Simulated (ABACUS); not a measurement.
**ZnSe: single-point calculation at one volume of an equation of state (part 1 of 2)**

ZnSe (F-43m, 2 atoms in the cell), computed with Kohn-Sham DFT of a periodic cell, MS2, SG15 ONCV 1.2 PBE, no spin polarisation (ABACUS 3.10.1).

The structure derives from an entry of the Crystallography Open Database. It belongs to a series of runs on one base structure; here: volume scaled by 0.98.

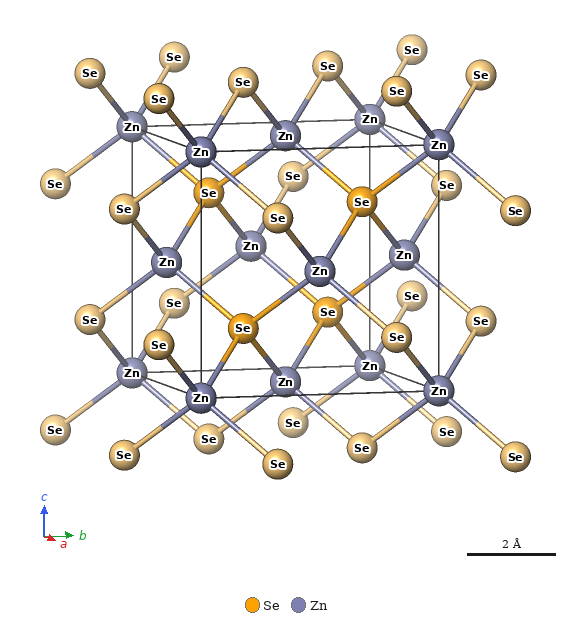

**Figure 1.** The structure (ball-and-stick view of the cell 4 times as large as that of the calculation, set on its symmetry axes, seen slightly off an axis; neighbours outside the cell are drawn fainter). Near neighbours in the crystal (not all of them lie inside the picture): Se has 4 Zn at 2.44 Å; Zn has 4 Se at 2.44 Å.

### Results in brief

| quantity | value |
| --- | --- |
| outcome | converged |
| space group (tolerance 0.01 Å) | F-43m (216) |
| electrons treated | 26 |
| free energy | −5667.9286 eV |
| Fermi energy | 10.206 eV |
| gap on the k-point mesh | 2.03 eV |
| pressure | 136.23 GPa |
| largest force (length of the vector) | under 0.001 eV/Å |
| hardware | 4 threads of AMD EPYC (Zen 3), 16 GiB of memory available, shared host |
| wall time | 21 s (CPU time 81 s) |
| peak memory | 0.48 GiB |

### Remarks

The cell is under a pressure of 136 GPa at this level, so it is not at its equilibrium volume.

### Input file
```
INPUT_PARAMETERS
suffix              ZnSe
calculation         scf
basis_type          pw
pseudo_dir          ./
latname             fcc
symmetry            1
dft_functional      MGGA_X_MS2+GGA_C_REGTPSS
ecutwfc             101
pseudo_rcut         10
nspin               1
nbands              17
ks_solver           dav
smearing_method     fd
smearing_sigma      0.00367493
scf_thr             1e-08
scf_nmax            100
mixing_type         broyden
mixing_beta         0.7
cal_force           1
cal_stress          1
mixing_tau          1
kpar                4
```

### File STRU
```
ATOMIC_SPECIES
Se 78.9710 Se_ONCV_PBE-1.2.upf
Zn 65.3800 Zn_ONCV_PBE-1.2.upf

LATTICE_CONSTANT
10.6383290021

ATOMIC_POSITIONS
Direct

Se
0.0
1
0.2500000000 0.2500000000 0.2500000000 1 1 1

Zn
0.0
1
0.0000000000 0.0000000000 0.0000000000 1 1 1
```

### File KPT
```
K_POINTS
0
Gamma
5 5 5 0 0 0
```

Launched with:
```bash
OMP_NUM_THREADS=1 mpirun -np 4 abacus > log
```

### Output
```
ABACUS v3.10.1

               Atomic-orbital Based Ab-initio Computation at UStc

 ------------------------------------------------------------------------------------

 READING GENERAL INFORMATION
                           global_out_dir = OUT.ZnSe/
                           global_in_card = INPUT
                               pseudo_dir = ./
                              orbital_dir =
                                    DSIZE = 4
                                    GSIZE = 1

 READING UNITCELL INFORMATION
                                    ntype = 2
                  lattice constant (Bohr) = 10.6383
              lattice constant (Angstrom) = 5.62956

 READING ATOM TYPE 1
                               atom label = Se
                      L=0, number of zeta = 1
                      L=1, number of zeta = 1
                      L=2, number of zeta = 1
             number of atom for this type = 1

 READING ATOM TYPE 2
                               atom label = Zn
                      L=0, number of zeta = 1
                      L=1, number of zeta = 1
                      L=2, number of zeta = 1
             number of atom for this type = 1

                        TOTAL ATOM NUMBER = 2
DIRECT COORDINATES
    atom                   x                   y                   z     mag                  vx                  vy                  vz
taud_Se1            0.2500000000        0.2500000000        0.2500000000  0.0000        0.0000000000        0.0000000000        0.0000000000
taud_Zn1            0.0000000000        0.0000000000        0.0000000000  0.0000        0.0000000000        0.0000000000        0.0000000000

                          Volume (Bohr^3) = 300.996
                             Volume (A^3) = 44.6029

 Lattice vectors: (Cartesian coordinate: in unit of a_0)
                 -0.5                  +0                +0.5
                   +0                +0.5                +0.5
                 -0.5                +0.5                  +0
 Reciprocal vectors: (Cartesian coordinate: in unit of 2 pi/a_0)
                   -1                  -1                  +1
                   +1                  +1                  +1
                   -1                  +1                  -1
 The esolver type has been set to : ksdft_pw

                PAO radial cut off (Bohr) = 10

 Read in pseudopotential file is Se_ONCV_PBE-1.2.upf
                     pseudopotential type = NC
          exchange-correlation functional = PBE
                 nonlocal core correction = 0
                        valence electrons = 6
                                     lmax = 2
                           number of zeta = 0
                     number of projectors = 6
                           L of projector = 0
                           L of projector = 0
                           L of projector = 1
                           L of projector = 1
                           L of projector = 2
                           L of projector = 2
 XC functional updated to : MGGA_X_MS2+GGA_C_REGTPSS
          exchange-correlation functional = MGGA_X_MS2+GGA_C_REGTPSS
                PAO radial cut off (Bohr) = 10

 Read in pseudopotential file is Zn_ONCV_PBE-1.2.upf
                     pseudopotential type = NC
          exchange-correlation functional = PBE
                 nonlocal core correction = 0
                        valence electrons = 20
                                     lmax = 2
                           number of zeta = 0
                     number of projectors = 6
                           L of projector = 0
                           L of projector = 0
                           L of projector = 1
                           L of projector = 1
                           L of projector = 2
                           L of projector = 2
 XC functional updated to : MGGA_X_MS2+GGA_C_REGTPSS
          exchange-correlation functional = MGGA_X_MS2+GGA_C_REGTPSS
     initial pseudo atomic orbital number = 0

 SETUP THE ELECTRONS NUMBER
            electron number of element Se = 6
      total electron number of element Se = 6
            electron number of element Zn = 20
      total electron number of element Zn = 20
            AUTOSET number of electrons:  = 26
                           occupied bands = 13
                                   NBANDS = 17
                                   NLOCAL = 18

%%%%%%%%%%%%%%%%%%%%%%%%%%%%%%%%%%%%%%%%%%%%%%%%%%%%%%%%%%%%%%%%%%%%%%%%%%%%%%%%%%%%%%%%%%%%%%%%%%%%%%%%%%
 Warning: the number of valence electrons in pseudopotential > 12 for Zn: [Ar] 3d10 4s2
 Pseudopotentials with additional electrons can yield (more) accurate outcomes, but may be less efficient.
 If you're confident that your chosen pseudopotential is appropriate, you can safely ignore this warning.
%%%%%%%%%%%%%%%%%%%%%%%%%%%%%%%%%%%%%%%%%%%%%%%%%%%%%%%%%%%%%%%%%%%%%%%%%%%%%%%%%%%%%%%%%%%%%%%%%%%%%%%%%%

 SETUP THE PLANE WAVE BASIS
 energy cutoff for charge/potential (unit:Ry) = 404
            fft grid for charge/potential = [ 50, 50, 50 ]
                        fft grid division = [ 1, 1, 1 ]
        big fft grid for charge/potential = [ 50, 50, 50 ]
                                     nbxx = 125000
                                     nrxx = 125000

 SETUP PLANE WAVES FOR CHARGE/POTENTIAL
                    number of plane waves = 41151
                         number of sticks = 1573

 PARALLEL PW FOR CHARGE/POTENTIAL
     PROC   COLUMNS(POT)             PW
        1           1573          41151
 --------------- sum -------------------
        1           1573          41151
                            number of |g| = 388
                                  max |g| = 1156
                                  min |g| = 0

----------- Double Check Mixing Parameters Begin ------------
mixing_type: broyden
mixing_beta: 0.7
mixing_gg0: 1
mixing_gg0_min: 0.1
mixing_ndim: 8
----------- Double Check Mixing Parameters End ------------

 LATTICE VECTORS: (CARTESIAN COORDINATE: IN UNIT OF A0)
                 -0.5                  +0                +0.5
                   +0                +0.5                +0.5
                 -0.5                +0.5                  +0
                       right hand lattice = 1
                                   NORM_A = 0.707107
                                   NORM_B = 0.707107
                                   NORM_C = 0.707107
                           ALPHA (DEGREE) = 60
                           BETA  (DEGREE) = 60
                           GAMMA (DEGREE) = 60

 The lattice vectors have been changed (STRU_SIMPLE.cif)

(for optimal symmetric configuration:)
                             BRAVAIS TYPE = 3
                     BRAVAIS LATTICE NAME = 03. Cubic F (face-centered)
                                    ibrav = 3
                                    IBRAV = 3
                                  BRAVAIS = FACE CENTERED CUBIC
                       LATTICE CONSTANT A = 1
Original cell was already a primitive cell.
                        ROTATION MATRICES = 48
              PURE POINT GROUP OPERATIONS = 24
                   SPACE GROUP OPERATIONS = 24
                                       C2 = 3
                                       C3 = 8
                                       C4 = 0
                                       C6 = 0
                                       S1 = 6
                                       S3 = 0
                                       S4 = 6
                                       S6 = 0
                              POINT GROUP = T_d
                                       C2 = 3
                                       C3 = 8
                                       C4 = 0
                                       C6 = 0
                                       S1 = 6
                                       S3 = 0
                                       S4 = 6
                                       S6 = 0
               POINT GROUP IN SPACE GROUP = T_d

 SETUP K-POINTS
                                    nspin = 1
                   Input type of k points = Monkhorst-Pack(Gamma)
                                   nkstot = 125
                       right hand lattice = 1
(for reciprocal lattice: )
                             BRAVAIS TYPE = 2
                     BRAVAIS LATTICE NAME = 02. Cubic I (body-centered)
                                    ibrav = 2
                       right hand lattice = 1
(for k-lattice: )
                             BRAVAIS TYPE = 2
                     BRAVAIS LATTICE NAME = 02. Cubic I (body-centered)
                                    ibrav = 2
                       right hand lattice = 1
                        ROTATION MATRICES = 48
                               nkstot_ibz = 10
K-POINTS REDUCTION ACCORDING TO SYMMETRY
     IBZ    DIRECT_X    DIRECT_Y    DIRECT_Z  WEIGHT  ibz2bz
       1  0.00000000  0.00000000  0.00000000  0.0080       0
       2  0.20000000  0.20000000  0.20000000  0.0640       1
       3  0.40000000  0.40000000  0.40000000  0.0640       2
       4  0.20000000  0.20000000  0.00000000  0.0480       6
       5  0.40000000  0.40000000  0.20000000  0.1920       7
       6 -0.40000000  0.40000000  0.40000000  0.1920       8
       7  0.40000000  0.20000000  0.20000000  0.0960       9
       8  0.40000000  0.40000000  0.00000000  0.0480      12
       9 -0.20000000  0.40000000  0.40000000  0.0960      13
      10 -0.40000000  0.40000000  0.20000000  0.1920      38

                               nkstot now = 10
[... K-POINTS DIRECT COORDINATES: 10 rows ...]

           k-point number in this process = 3
       minimum distributed K point number = 2
[... stars of the k points ...]

[... K-POINTS CARTESIAN COORDINATES: 3 rows ...]

[... K-POINTS DIRECT COORDINATES: 3 rows ...]

 SETUP PLANE WAVES FOR WAVE FUNCTIONS
     energy cutoff for wavefunc (unit:Ry) = 101
              fft grid for wave functions = [ 50, 50, 50 ]
                    number of plane waves = 5817
                         number of sticks = 433

 PARALLEL PW FOR WAVE FUNCTIONS
     PROC   COLUMNS(POT)             PW
        1            433           5817
 --------------- sum -------------------
        1            433           5817

 SETUP NONLOCAL PSEUDOPOTENTIALS IN PLANE WAVE BASIS
 Se non-local projectors:
 projector 1 L=0
 projector 2 L=0
 projector 3 L=1
 projector 4 L=1
 projector 5 L=2
 projector 6 L=2
 Zn non-local projectors:
 projector 1 L=0
 projector 2 L=0
 projector 3 L=1
 projector 4 L=1
 projector 5 L=2
 projector 6 L=2
      TOTAL NUMBER OF NONLOCAL PROJECTORS = 36

 Init Non-Local PseudoPotential table :
 Init Non-Local-Pseudopotential done.

                                     npwx = 5177

 -------------------------------------------
 SELF-CONSISTENT
 -------------------------------------------
                                 init_chg = atomic

 PW ALGORITHM --------------- ION=   1  ELEC=   1--------------------------------
```
